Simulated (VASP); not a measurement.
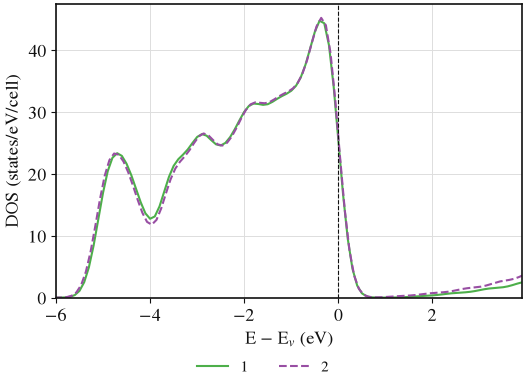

Total densities of states of In₂O₃, space group Ia-3, 40 atoms in the primitive cell (cubic a = 10.295 Å), by two methods on the same cell. The DOS curves are built from the levels of the k mesh with Gaussians 0.55 eV wide, which also blur the band edges; ripples of that width can come from the mesh. Each is counted from its own valence-band top.

> Which curve is which? The methods: PBE, r2SCAN.

1 is r2SCAN; 2 is PBE. r2SCAN gives a gap of 1.43 eV and PBE gives a gap of 0.92 eV.

Settings. r2SCAN: VASP PAW PBE potentials, release 64 (In_d, O), no spin polarisation, no spin-orbit coupling, 6×6×6 k mesh, 450 eV cutoff, Gaussian smearing of 0.02 eV (VASP). PBE: VASP PAW PBE potentials, release 64 (In_d, O), no spin polarisation, no spin-orbit coupling, 6×6×6 k mesh, 450 eV cutoff, Gaussian smearing of 0.02 eV (VASP 6.6.1).

Gaps are the smallest over all k points computed. LDA, GGA and most meta-GGA functionals understate gaps. The cell was derived from a database entry in an earlier step, so it needn't be the measured one. r2SCAN: the PAW data sets were made with another functional.
